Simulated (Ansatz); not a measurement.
P

```yaml
crystal:
  lattice:
    - [0.00000, 2.43463, 0.00000]
    - [-0.03961, 0.00000, 19.17179]
    - [2.43474, 0.00000, 0.00524]
  atoms:
    - { symbol: P, position: [0.50000, 0.18750, 0.00000] }
    - { symbol: P, position: [0.00000, 0.68750, 0.00000] }
    - { symbol: P, position: [0.50000, 0.93750, 0.00000] }
    - { symbol: P, position: [0.00000, 0.43750, 0.00000] }
    - { symbol: P, position: [0.50000, 0.81250, 0.00000] }
    - { symbol: P, position: [0.00000, 0.31250, 0.00000] }
    - { symbol: P, position: [0.50000, 0.06250, 0.00000] }
    - { symbol: P, position: [0.00000, 0.56250, 0.00000] }
```

Space group Cmmm; a structure from a database of computed crystals, not necessarily the ambient phase; not relaxed (largest force 0.5 eV/Å).

These are results of Ansatz, DFT PBEsol, scalar-relativistic, plane waves, PAW, not measurements.

The density is the valence pseudo-density of a PAW calculation; it isn't the true density close to the nuclei.

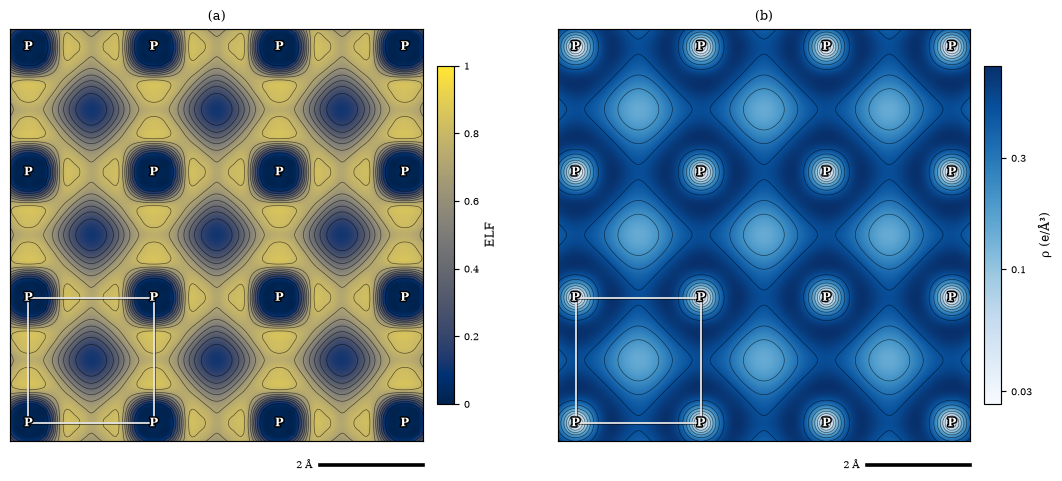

Figure 1. (a) ELF; (b) valence charge density (pseudo) on the (010) plane of the conventional cell.

### What do the fields say about this system?

The section cuts through P sites.
Between the atoms the lowest density in this plane is 0.15 e/Å³.

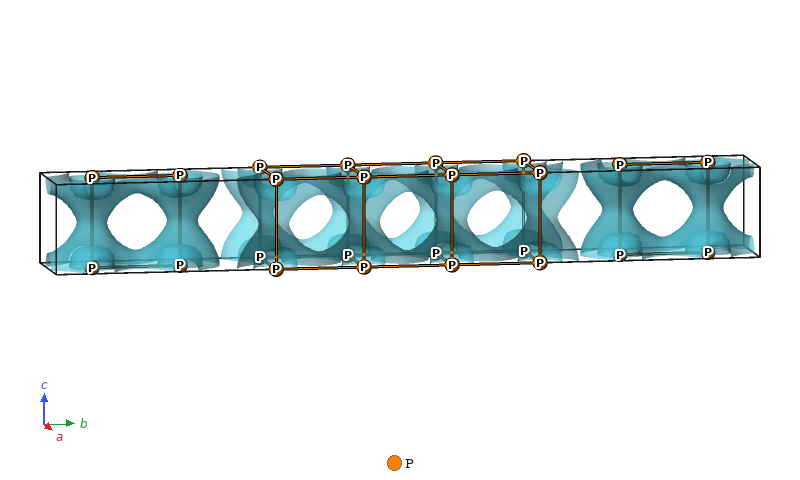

Figure 2. Isosurface of the ELF at 0.65 (cyan), seen slightly off an axis. Only the valence region is drawn (cores and ρ < 0.01 e/Å³ removed). Sticks mark near contacts.

### What do the ELF domains correspond to?

The ELF exceeds this value in sheets that run through the cell in two directions, counted in one cell of 8 atoms. Regions shared between cells count once. There are no localised bonds or lone pairs at this value. Along the contacts the grid gives the following. P–P (2.40 Å): the ELF peaks at about 0.85 between the atoms.

### Does the calculation give a band gap?

It is gapless in this calculation (a metal or semimetal).
